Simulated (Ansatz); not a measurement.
## In₄Ga₃As₃: geometry relaxation (part 3 of 4)

In₄Ga₃As₃ (interface cell, 30 atoms in the cell); DFT LDA, scalar-relativistic, plane waves, PAW, no spin polarisation (Ansatz 0.2.0); cutoff 420 eV, 6×6×2 k-mesh, Gaussian smearing of 0.1 eV. The structure derives from a Materials Project entry. It belongs to a series of runs on one base structure; here: film shifted by (0, 0) in the plane.

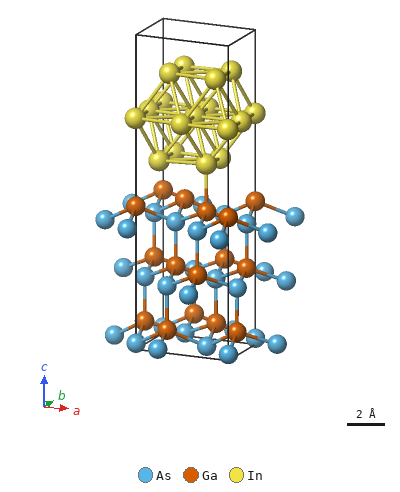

**Figure 1.** The geometry at step 4 of the log (ball-and-stick view of the cell of the calculation, seen slightly off an axis; bonded neighbours outside the cell are drawn too).

**Output, continued**
```
--- Relaxed structure (11 steps of the walk, 11 accepted, 1 SCFs on fresh bases) ---
  F+E_penalty+E_count = -141814.93701911 eV   max|allowed force component| = 7.891e-3 eV/Å   (the final SCF, on the basis selected at the relaxed cell)
  cell:  # Å, volume = 708.7326 Å³
    - [6.8627128638, 2.8969676201958096e-110, 4.6771042043369284e-116]
    - [-3.4313564319, 5.9432836789, -6.174984035463122e-116]
    - [1.1975567625412645e-115, -1.1342686457021726e-115, 17.376413494793464]
  atoms:
    - { symbol: As, position: [0.33528802483054354, 0.6679331312159216, 0.030371297837674664] }
    - { symbol: As, position: [0.0021272789140329706, 1.0017875759517723, 0.019073559639916717] }
    - { symbol: As, position: [0.6691671175636404, 0.33464387429853537, 0.014879038376869703] }
    - { symbol: Ga, position: [0.3367319022646592, 1.0081281680641287, 0.07263351032911597] }
    - { symbol: Ga, position: [-0.0046978435182573886, 0.3297037165047739, 0.07283241848440247] }
    - { symbol: Ga, position: [0.67410383978501, 0.6663216887367195, 0.07256877862867028] }
    - { symbol: As, position: [0.336597693791713, 1.0034609950728484, 0.21335034482315107] }
    - { symbol: As, position: [9.80627336660822e-5, 1.3335230153465278, 0.21342974903549247] }
    - { symbol: As, position: [0.6701640717962448, 0.6671373170995827, 0.21328818803009914] }
    - { symbol: Ga, position: [0.3346687468232829, 1.3356203651837992, 0.25945193118777904] }
    - { symbol: Ga, position: [0.004084840469320783, 0.6690256415144453, 0.259634282347273] }
    - { symbol: Ga, position: [0.6681456626379406, 0.99947093135194, 0.25958933563427067] }
    - { symbol: As, position: [0.33277846755655627, 1.3350310081530081, 0.4000932862437114] }
    - { symbol: As, position: [0.005201149402161764, 1.6707847636711248, 0.40055725668369063] }
    - { symbol: As, position: [0.6680735526135895, 0.9980508986620132, 0.4003632597189353] }
    - { symbol: Ga, position: [0.3352222990799797, 1.667238764413796, 0.45566146179187433] }
    - { symbol: Ga, position: [0.0020400709536839146, 1.0019974841912567, 0.45460360729961213] }
    - { symbol: Ga, position: [0.6683833816691728, 1.3344453195700812, 0.4447916853684207] }
    - { symbol: In, position: [0.6584845081989508, 1.328982956242439, 0.5966110169144568] }
    - { symbol: In, position: [0.16719377394387264, 1.321472977712519, 0.588877382215136] }
    - { symbol: In, position: [0.6553068101742693, 0.843175421616951, 0.5892455783792744] }
    - { symbol: In, position: [0.13519881172919995, 0.8141920499502892, 0.5892392897187144] }
    - { symbol: In, position: [0.9912051158453664, 1.4632486201054344, 0.7351061162801287] }
    - { symbol: In, position: [0.523300644632095, 1.5269483256382743, 0.7344601045793784] }
    - { symbol: In, position: [0.9925159301839046, 0.996580639550882, 0.7350401043989526] }
    - { symbol: In, position: [0.4591181439854804, 0.9944773308771938, 0.7344123738916007] }
    - { symbol: In, position: [1.328172605860035, 1.6630362649399186, 0.8774482252408855] }
    - { symbol: In, position: [0.8714840679980344, 1.6714299614535801, 0.8797805775978159] }
    - { symbol: In, position: [1.3157964435069178, 1.19774087772617, 0.8800306255709254] }
    - { symbol: In, position: [0.7895476677749327, 1.1169709423840761, 0.8801364207517717] }
--- Löwdin populations: 30 sites ---
  site symbol       q [e]
     0     As     15.0234
     1     As     15.0486
     2     As     15.0564
     3     Ga     12.9822
     4     Ga     12.9831
     5     Ga     12.9830
     6     As     14.9716
     7     As     14.9709
     8     As     14.9713
     9     Ga     12.9778
    10     Ga     12.9773
    11     Ga     12.9776
    12     As     14.9492
    13     As     14.9494
    14     As     14.9492
    15     Ga     13.0942
    16     Ga     13.1009
    17     Ga     13.0706
    18     In     12.9838
    19     In     12.8935
    20     In     12.8930
    21     In     12.8927
    22     In     12.9783
    23     In     12.9786
    24     In     13.0070
    25     In     12.9778
    26     In     12.9792
    27     In     12.9245
    28     In     12.9272
    29     In     12.9262
  spilling = 0.001474 (of n_electrons = 408.000000)
```

**File populations.tsv**
```
# site	symbol	l	j	q
# orbitals = lowdin
# n_electrons = 408.000000
# spilling = 0.001474
0	As	0_4S	-	1.506840
0	As	1_4P	-	3.519737
0	As	2_3D	-	9.996866
1	As	0_4S	-	1.547400
1	As	1_4P	-	3.504027
1	As	2_3D	-	9.997198
2	As	0_4S	-	1.557366
2	As	1_4P	-	3.501781
2	As	2_3D	-	9.997249
3	Ga	0_4S	-	1.163709
3	Ga	1_4P	-	1.831881
3	Ga	2_3D	-	9.986660
4	Ga	0_4S	-	1.162091
4	Ga	1_4P	-	1.834418
4	Ga	2_3D	-	9.986548
5	Ga	0_4S	-	1.164262
5	Ga	1_4P	-	1.832110
5	Ga	2_3D	-	9.986678
6	As	0_4S	-	1.472748
6	As	1_4P	-	3.502170
6	As	2_3D	-	9.996661
7	As	0_4S	-	1.472206
7	As	1_4P	-	3.502081
7	As	2_3D	-	9.996652
8	As	0_4S	-	1.472770
8	As	1_4P	-	3.501906
8	As	2_3D	-	9.996659
9	Ga	0_4S	-	1.140679
9	Ga	1_4P	-	1.851630
9	Ga	2_3D	-	9.985453
10	Ga	0_4S	-	1.141945
10	Ga	1_4P	-	1.849846
10	Ga	2_3D	-	9.985517
11	Ga	0_4S	-	1.141178
11	Ga	1_4P	-	1.850912
11	Ga	2_3D	-	9.985481
12	As	0_4S	-	1.497866
12	As	1_4P	-	3.454380
12	As	2_3D	-	9.996940
13	As	0_4S	-	1.500211
13	As	1_4P	-	3.452208
13	As	2_3D	-	9.996950
14	As	0_4S	-	1.498991
14	As	1_4P	-	3.453251
14	As	2_3D	-	9.996936
15	Ga	0_4S	-	1.176317
15	Ga	1_4P	-	1.931069
15	Ga	2_3D	-	9.986845
16	Ga	0_4S	-	1.176174
16	Ga	1_4P	-	1.938145
16	Ga	2_3D	-	9.986537
17	Ga	0_4S	-	1.152345
17	Ga	1_4P	-	1.932796
17	Ga	2_3D	-	9.985460
18	In	0_5S	-	1.206933
18	In	1_5P	-	1.798903
18	In	2_4D	-	9.977944
19	In	0_5S	-	1.351353
19	In	1_5P	-	1.557942
19	In	2_4D	-	9.984240
20	In	0_5S	-	1.349846
20	In	1_5P	-	1.558941
20	In	2_4D	-	9.984238
21	In	0_5S	-	1.353186
21	In	1_5P	-	1.555168
21	In	2_4D	-	9.984334
22	In	0_5S	-	1.309473
22	In	1_5P	-	1.686150
22	In	2_4D	-	9.982649
23	In	0_5S	-	1.309505
23	In	1_5P	-	1.686415
23	In	2_4D	-	9.982639
24	In	0_5S	-	1.283397
24	In	1_5P	-	1.742650
24	In	2_4D	-	9.980955
25	In	0_5S	-	1.308940
25	In	1_5P	-	1.686222
25	In	2_4D	-	9.982666
26	In	0_5S	-	1.223953
26	In	1_5P	-	1.774711
26	In	2_4D	-	9.980564
27	In	0_5S	-	1.403092
27	In	1_5P	-	1.535380
27	In	2_4D	-	9.985981
28	In	0_5S	-	1.405559
28	In	1_5P	-	1.535673
28	In	2_4D	-	9.985949
29	In	0_5S	-	1.404959
29	In	1_5P	-	1.535333
29	In	2_4D	-	9.985940
```

**Trajectory as extended XYZ (Å, eV, eV/Å), 12 frames, from step=1 to step=12**
```
30
Lattice="6.8627 0.0000 0.0000 -3.4314 5.9433 0.0000 0.0000 0.0000 17.5717" Properties=species:S:1:pos:R:3:forces:R:3 step=1 energy=-141814.50440 pressure_GPa=-1.17
As    0.0000    3.9622    0.5000   -0.0145  -0.0074  -0.0079
As   -3.4314    5.9433    0.5000    0.0113   0.0142  -0.5984
As    3.4314    1.9811    0.5000    0.0191   0.0020  -0.6158
Ga   -1.1438    5.9433    1.3088   -0.0574   0.0379   0.0106
Ga   -1.1438    1.9811    1.3088   -0.0131  -0.0563   0.0171
Ga    2.2876    3.9622    1.3088    0.0680   0.0170   0.0053
As   -1.1438    5.9433    3.7351    0.0229  -0.0224   0.2089
As   -4.5751    7.9244    3.7351    0.0131   0.0233   0.2101
As    2.2876    3.9622    3.7351   -0.0348  -0.0005   0.2076
Ga   -2.2876    7.9244    4.5439   -0.0203   0.0160  -0.2022
Ga   -2.2876    3.9622    4.5439    0.0250   0.0057  -0.2051
Ga    1.1438    5.9433    4.5439   -0.0064  -0.0209  -0.2009
As   -2.2876    7.9244    6.9702    0.0478  -0.0186   0.0444
As   -5.7189    9.9055    6.9702   -0.0394  -0.0308   0.0454
As    1.1438    5.9433    6.9702   -0.0080   0.0495   0.0437
Ga   -3.4314    9.9055    7.7790   -0.0005  -0.0007   0.5327
Ga   -3.4314    5.9433    7.7790   -0.0009  -0.0008   0.6285
Ga    0.0000    7.9244    7.7790   -0.0010  -0.0006   0.4115
In    0.0000    7.9244   10.4790   -0.0034  -0.0015  -0.2501
In   -3.4314    7.9244   10.4790   -0.0374  -0.0984  -0.3577
In    1.7157    4.9527   10.4790    0.0887   0.0201  -0.3580
In   -1.7157    4.9527   10.4790   -0.0794   0.0618  -0.3566
In    1.6838    8.8964   12.9404   -0.0466  -0.0203  -0.0882
In   -1.7476    8.8964   12.9404    0.0329  -0.0266  -0.0894
In    3.3995    5.9247   12.9404    0.0053   0.0043   0.0346
In   -0.0319    5.9247   12.9404    0.0072   0.0412  -0.0871
In    3.3676    9.8684   15.4017    0.0150   0.0094   0.0682
In   -0.0638    9.8684   15.4017    0.0649   0.1157   0.3142
In    5.0832    6.8967   15.4017   -0.1429  -0.0251   0.3155
In    1.6519    6.8967   15.4017    0.0847  -0.0872   0.3192
30
Lattice="6.8627 0.0000 0.0000 -3.4314 5.9433 0.0000 0.0000 0.0000 17.4834" Properties=species:S:1:pos:R:3:forces:R:3 step=2 energy=-141814.84854 pressure_GPa=-1.42
As    0.0029    3.9641    0.5167   -0.0028  -0.0023  -0.0030
As   -3.4272    5.9475    0.3836   -0.0010   0.0041  -0.1849
As    3.4373    1.9827    0.3745    0.0076  -0.0010  -0.2570
Ga   -1.1549    5.9704    1.2828   -0.0020  -0.0273   0.0981
Ga   -1.1539    1.9591    1.2850    0.0188   0.0166   0.1034
Ga    2.3210    3.9643    1.2808   -0.0214   0.0095   0.0956
As   -1.1416    5.9468    3.7329   -0.0166   0.0281   0.0284
As   -4.5772    7.9242    3.7345   -0.0138  -0.0292   0.0261
As    2.2893    3.9609    3.7314    0.0326   0.0022   0.0300
Ga   -2.2907    7.9263    4.5394    0.0050  -0.0076  -0.0343
Ga   -2.2844    3.9655    4.5384   -0.0104  -0.0001  -0.0356
Ga    1.1450    5.9396    4.5398    0.0046   0.0080  -0.0349
As   -2.2958    7.9186    6.9891    0.0333   0.0134  -0.0973
As   -5.7224    9.9111    6.9884   -0.0048  -0.0340  -0.0968
As    1.1476    5.9387    6.9893   -0.0265   0.0215  -0.0967
Ga   -3.4344    9.9037    7.8497    0.0005  -0.0011   0.2974
Ga   -3.4342    5.9415    7.8680    0.0016   0.0012   0.3578
Ga   -0.0027    7.9229    7.8019    0.0009   0.0011  -0.0634
In   -0.0072    7.9199   10.4103   -0.0022  -0.0011   0.1040
In   -3.4574    7.8993   10.3283   -0.0234  -0.0578  -0.1208
In    1.7357    4.9440   10.3286    0.0506   0.0077  -0.1181
In   -1.7337    4.9723   10.3292   -0.0453   0.0402  -0.1204
In    1.6761    8.8923   12.8350    0.0077   0.0054  -0.0108
In   -1.7432    8.8914   12.8329   -0.0133   0.0058  -0.0161
In    3.3994    5.9252   12.8587    0.0040   0.0043  -0.0001
In   -0.0315    5.9306   12.8340    0.0051  -0.0143  -0.0154
In    3.3764    9.8736   15.3329    0.0139   0.0080  -0.0242
In   -0.0321    9.8937   15.3734    0.0448   0.0385   0.0600
In    5.0510    6.9066   15.3744   -0.0607   0.0161   0.0626
In    1.6660    6.8690   15.3761    0.0133  -0.0558   0.0662
30
Lattice="6.8627 0.0000 0.0000 -3.4314 5.9433 0.0000 0.0000 0.0000 17.3761" Properties=species:S:1:pos:R:3:forces:R:3 step=3 energy=-141814.90462 pressure_GPa=-1.35
As    0.0048    3.9651    0.5189   -0.0030  -0.0028  -0.0001
As   -3.4271    5.9499    0.3257    0.0000  -0.0040   0.0819
As    3.4406    1.9822    0.2805   -0.0032   0.0016   0.0410
Ga   -1.1564    5.9827    1.2738    0.0067  -0.0214  -0.0079
Ga   -1.1618    1.9541    1.2785    0.0119   0.0162  -0.0070
Ga    2.3348    3.9597    1.2711   -0.0233   0.0043  -0.0059
As   -1.1453    5.9594    3.7227    0.0200  -0.0175  -0.0564
As   -4.5836    7.9149    3.7258    0.0047   0.0272  -0.0580
As    2.3029    3.9601    3.7210   -0.0245  -0.0093  -0.0566
Ga   -2.2956    7.9340    4.5184   -0.0004   0.0055   0.0583
Ga   -2.2747    3.9686    4.5169    0.0050  -0.0011   0.0580
Ga    1.1432    5.9313    4.5188   -0.0034  -0.0041   0.0568
As   -2.3172    7.9190    6.9684    0.0534   0.0045  -0.0082
As   -5.7119    9.9291    6.9674   -0.0213  -0.0486  -0.0063
As    1.1571    5.9193    6.9688   -0.0289   0.0456  -0.0070
Ga   -3.4354    9.9027    7.9193    0.0012  -0.0004  -0.0253
Ga   -3.4348    5.9414    7.9475   -0.0005   0.0011  -0.1488
Ga   -0.0030    7.9225    7.7369    0.0013   0.0005  -0.0691
In   -0.0134    7.9160   10.3700   -0.0011  -0.0007  -0.0574
In   -3.4834    7.8742   10.2120   -0.0183   0.0358   0.0758
In    1.7548    4.9345   10.2136   -0.0292  -0.0338   0.0742
In   -1.7519    4.9929   10.2141    0.0358  -0.0076   0.0760
In    1.6831    8.8935   12.7381    0.0385   0.0159   0.0252
In   -1.7510    8.8966   12.7312   -0.0359   0.0243   0.0175
In    3.4001    5.9269   12.7586    0.0027   0.0037  -0.0145
In   -0.0324    5.9209   12.7334   -0.0035  -0.0431   0.0164
In    3.3875    9.8799   15.2246    0.0103   0.0053   0.0239
In    0.0064    9.9125   15.2837    0.0306  -0.0056  -0.0269
In    5.0190    6.9284   15.2872   -0.0021   0.0390  -0.0249
In    1.6679    6.8334   15.2908   -0.0237  -0.0306  -0.0250
30
Lattice="6.8627 0.0000 0.0000 -3.4314 5.9433 0.0000 0.0000 0.0000 17.4017" Properties=species:S:1:pos:R:3:forces:R:3 step=4 energy=-141814.91527 pressure_GPa=-1.40
As    0.0038    3.9642    0.5198   -0.0013  -0.0001  -0.0022
As   -3.4273    5.9491    0.3413   -0.0018  -0.0019   0.0078
As    3.4396    1.9826    0.2883   -0.0022  -0.0009   0.0084
Ga   -1.1537    5.9796    1.2734   -0.0026  -0.0021   0.0064
Ga   -1.1621    1.9570    1.2781    0.0028  -0.0024   0.0065
Ga    2.3298    3.9585    1.2711   -0.0015   0.0040   0.0075
As   -1.1418    5.9551    3.7197   -0.0051   0.0084  -0.0058
As   -4.5818    7.9202    3.7227   -0.0049  -0.0084  -0.0060
As    2.2975    3.9590    3.7183    0.0099  -0.0001  -0.0058
Ga   -2.2940    7.9306    4.5228    0.0006  -0.0003   0.0089
Ga   -2.2784    3.9690    4.5216   -0.0004   0.0000   0.0087
Ga    1.1453    5.9344    4.5230    0.0005   0.0006   0.0089
As   -2.3106    7.9245    6.9699   -0.0004  -0.0141   0.0052
As   -5.7101    9.9207    6.9691   -0.0123   0.0075   0.0065
As    1.1489    5.9223    6.9701    0.0130   0.0072   0.0055
Ga   -3.4352    9.9026    7.9240    0.0031   0.0006   0.0099
Ga   -3.4351    5.9414    7.9224    0.0023   0.0021  -0.0142
Ga   -0.0029    7.9226    7.7365    0.0009   0.0001  -0.0285
In   -0.0141    7.9156   10.3706   -0.0002   0.0000   0.0050
In   -3.4890    7.8804   10.2485   -0.0122  -0.0080  -0.0054
In    1.7489    4.9271   10.2495    0.0046  -0.0082  -0.0040
In   -1.7462    4.9914   10.2508   -0.0047   0.0099  -0.0047
In    1.6896    8.8936   12.7694    0.0021  -0.0098   0.0048
In   -1.7546    8.9023   12.7601    0.0042   0.0061  -0.0009
In    3.4013    5.9282   12.7827    0.0020   0.0029  -0.0009
In   -0.0346    5.9147   12.7622   -0.0078   0.0005  -0.0014
In    3.3910    9.8815   15.2573    0.0080   0.0043   0.0030
In    0.0199    9.9131   15.3057    0.0282   0.0078  -0.0087
In    5.0167    6.9418   15.3098   -0.0159   0.0257  -0.0063
In    1.6624    6.8226   15.3134   -0.0088  -0.0315  -0.0075
30
Lattice="6.8627 0.0000 0.0000 -3.4314 5.9433 0.0000 0.0000 0.0000 17.3885" Properties=species:S:1:pos:R:3:forces:R:3 step=5 energy=-141814.92153 pressure_GPa=-1.35
As    0.0020    3.9637    0.5206   -0.0011  -0.0010   0.0246
As   -3.4291    5.9482    0.3451    0.0024   0.0002  -0.0110
As    3.4377    1.9826    0.2884    0.0002   0.0019  -0.0084
Ga   -1.1552    5.9789    1.2741    0.0023   0.0059  -0.0132
Ga   -1.1634    1.9563    1.2789   -0.0067  -0.0010  -0.0149
Ga    2.3273    3.9587    1.2725    0.0034  -0.0061  -0.0117
As   -1.1425    5.9573    3.7181   -0.0007  -0.0036   0.0096
As   -4.5832    7.9191    3.7211    0.0034   0.0020   0.0095
As    2.2997    3.9592    3.7172   -0.0036   0.0014   0.0095
Ga   -2.2948    7.9323    4.5221   -0.0031   0.0010  -0.0116
Ga   -2.2765    3.9695    4.5219    0.0027   0.0025  -0.0113
Ga    1.1446    5.9333    4.5227    0.0023  -0.0029  -0.0121
As   -2.3102    7.9261    6.9665   -0.0069   0.0030  -0.0191
As   -5.7074    9.9223    6.9676    0.0076   0.0062  -0.0217
As    1.1502    5.9223    6.9675    0.0019  -0.0085  -0.0214
Ga   -3.4330    9.9034    7.9284    0.0008  -0.0004   0.0172
Ga   -3.4338    5.9430    7.9077    0.0023   0.0028   0.0202
Ga   -0.0017    7.9236    7.7182   -0.0014  -0.0007   0.0368
In   -0.0149    7.9140   10.3577   -0.0019  -0.0002  -0.0051
In   -3.5043    7.8709   10.2371    0.0035   0.0057   0.0003
In    1.7450    4.9186   10.2371   -0.0113  -0.0001   0.0068
In   -1.7608    4.9932   10.2411    0.0018  -0.0091   0.0021
In    1.7046    8.8605   12.7653    0.0035  -0.0166   0.0039
In   -1.7414    8.9293   12.7456    0.0146   0.0110   0.0021
In    3.4064    5.9321   12.7717   -0.0040  -0.0017   0.0078
In   -0.0652    5.9087   12.7463   -0.0171   0.0061   0.0031
In    3.4025    9.8874   15.2499    0.0021   0.0020  -0.0128
In    0.0945    9.9242   15.2916    0.0126   0.0010   0.0077
In    4.9876    7.0057   15.2970   -0.0033   0.0113   0.0082
In    1.6385    6.7614   15.3005   -0.0060  -0.0120   0.0052
30
Lattice="6.8627 0.0000 0.0000 -3.4314 5.9433 0.0000 0.0000 0.0000 17.3764" Properties=species:S:1:pos:R:3:forces:R:3 step=6 energy=-141814.92614 pressure_GPa=-1.30
As    0.0010    3.9634    0.5257    0.0011  -0.0003   0.0185
As   -3.4291    5.9472    0.3418    0.0015   0.0022  -0.0331
As    3.4367    1.9840    0.2780    0.0010   0.0010  -0.0316
Ga   -1.1552    5.9822    1.2680    0.0065   0.0036  -0.0095
Ga   -1.1664    1.9536    1.2722   -0.0054   0.0052  -0.0130
Ga    2.3283    3.9582    1.2677    0.0001  -0.0091  -0.0081
As   -1.1417    5.9597    3.7106   -0.0001  -0.0054   0.0148
As   -4.5834    7.9191    3.7130    0.0044   0.0027   0.0159
As    2.3026    3.9593    3.7104   -0.0051   0.0027   0.0143
Ga   -2.2952    7.9342    4.5143   -0.0028  -0.0020  -0.0115
Ga   -2.2735    3.9710    4.5151   -0.0003   0.0036  -0.0120
Ga    1.1458    5.9328    4.5151    0.0050  -0.0007  -0.0120
As   -2.3098    7.9288    6.9574   -0.0106   0.0180   0.0022
As   -5.7033    9.9248    6.9602    0.0233   0.0019   0.0014
As    1.1523    5.9220    6.9588   -0.0087  -0.0190   0.0020
Ga   -3.4299    9.9045    7.9384   -0.0017  -0.0013  -0.0275
Ga   -3.4318    5.9454    7.8972    0.0006   0.0022   0.0057
Ga    0.0000    7.9248    7.7050   -0.0010  -0.0011   0.0523
In   -0.0194    7.9112   10.3492   -0.0019  -0.0016  -0.0160
In   -3.5077    7.8633   10.2309    0.0283   0.0106  -0.0017
In    1.7198    4.9210   10.2336   -0.0257   0.0201   0.0015
In   -1.7877    4.9732   10.2381   -0.0024  -0.0292  -0.0024
In    1.7355    8.7883   12.7737    0.0011  -0.0216  -0.0015
In   -1.7045    8.9873   12.7402    0.0215   0.0105   0.0024
In    3.4057    5.9340   12.7741   -0.0032  -0.0034   0.0073
In   -0.1408    5.9057   12.7402   -0.0233   0.0126   0.0030
In    3.4193    9.8959   15.2450   -0.0129  -0.0060  -0.0035
In    0.2116    9.9391   15.2834   -0.0143   0.0074   0.0190
In    4.9449    7.1055   15.2904    0.0038  -0.0281   0.0127
In    1.5991    6.6664   15.2927    0.0211   0.0245   0.0106
```
